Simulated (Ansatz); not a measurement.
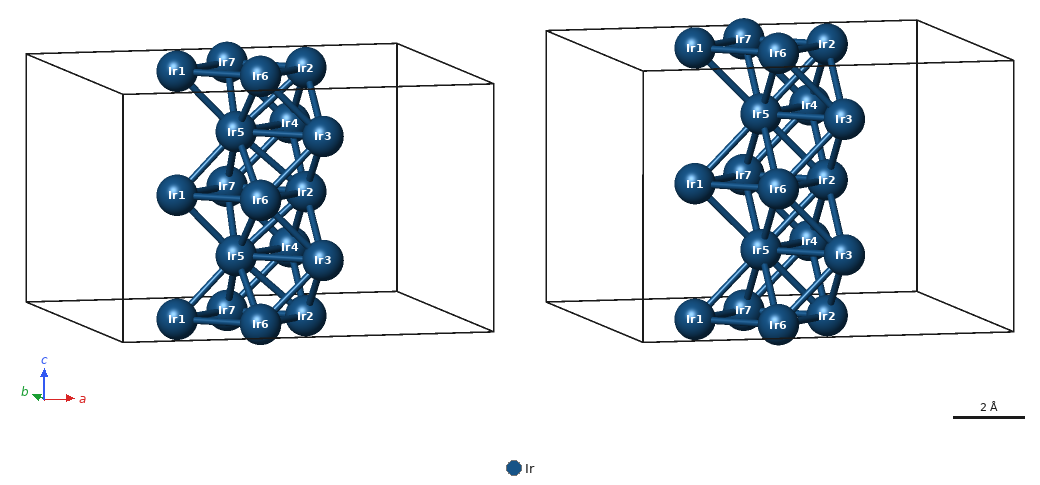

Two geometries of a wire of composition Ir, drawn at one scale. One is the start of a relaxation, the other its converged end. The picture is a ball-and-stick view of the 2 repeat of the cell, with the vacuum cut short, seen slightly off an axis.

The calculation used Ansatz 0.2.0, DFT PBE, scalar-relativistic, plane waves, PAW. Settings: plane-wave cutoff 420 eV; k-point mesh 1 × 1 × 14; occupations gaussian; smearing width 0.05 eV; no spin polarisation; cell relaxed at fixed a, b, alpha, beta, gamma; force threshold 0.02 eV/Å; at most 45 steps.

Which one is relaxed?

Answer. The left one is the relaxed one. Case: wire along [0 0 1], 7 atoms a period. Ir5 moves most relative to the layer's centre: 0.14 Å. Along the periodic axis the drawn cell goes c 7.741 → 7.075 Å (−8.6 %). Near-neighbour distances that change, for instance: Ir1–Ir5 2.737 → 2.475 Å, Ir3–Ir6 2.737 → 2.551 Å, Ir2–Ir3 2.737 → 2.562 Å, Ir5–Ir6 2.737 → 2.589 Å. Among the angles between lasting bonds that change: Ir4–Ir7–Ir5 60.0° → 65.2°, Ir1–Ir7–Ir5 60.0° → 55.6°, Ir5–Ir7–Ir5 90.0° → 86.2°. After 6 accepted moves (7 points after the start) the energy has fallen by 1.918 eV per cell of the calculation. Largest force component: 3.1 eV/Å at the start, 0.0071 eV/Å at the end. The SCF was repeated once at an unchanged geometry on a basis and grid sized afresh for the cell, which shifted the energy by 6.6 meV per cell of the calculation at most. The run took 85 s on 4 threads of Arm Neoverse V2, on a shared host, peak memory 1.3 GiB.

Limits of the set-up: the k-point mesh is coarse for a cell with partly filled bands.
